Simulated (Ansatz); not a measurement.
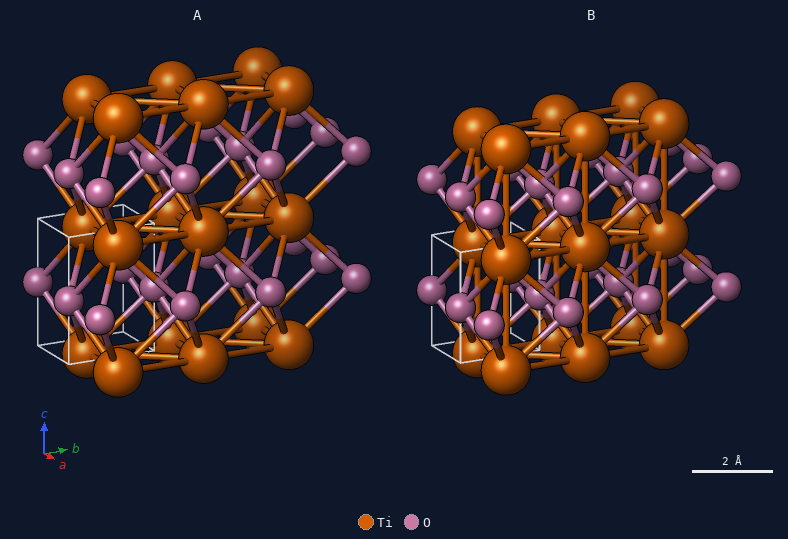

Two geometries of crystalline TiO (set up in P-6m2), drawn at one scale. One is the start of a relaxation, the other its converged end. A ball-and-stick model of the cell of the calculation, repeated 2 × 3 × 2 with one cell outlined, seen slightly off an axis.

Theory: DFT r2SCAN, scalar-relativistic, plane waves, PAW in Ansatz 0.2.0. Settings: plane-wave cutoff 500 eV; k-point mesh 18 × 18 × 14; occupations gaussian; smearing width 0.1 eV; no spin polarisation; cell and atoms relaxed; force threshold 0.01 eV/Å; at most 60 steps.

Which of the two is the end point?

Answer. Structure B is the relaxed one. Case: relaxed functional: r2SCAN. The energy falls by 569 meV per atom in 6 accepted moves (7 points after the start). All forces vanish by symmetry, so only the cell relaxes. The pressure goes from −39.62 to −0.01 GPa. The SCF was repeated once at an unchanged geometry on a basis and grid sized afresh for the cell, which shifted the energy by 2.6 meV per atom at most. No atom moves by more than 0.005 Å relative to the cell. The drawn cell changes as follows: a = b 3.031 → 2.803 Å (−7.5 %), c 3.238 → 2.819 Å (−12.9 %); the volume changes by −25.5 %. Near-neighbour distances that change, for instance: Ti–Ti 3.238 → 2.819 Å, O–Ti 2.384 → 2.146 Å, Ti–Ti 3.031 → 2.803 Å. Bond angles that change, for instance: Ti–O–Ti 85.5° → 82.1°, Ti–O–Ti 78.9° → 81.6°. The space group stays P-6m2 (No. 187). Cost: 2.1 min on 1 thread of Intel(R) Xeon(R) Platinum 8488C (Sapphire Rapids), on a shared host, peak memory 0.56 GiB.
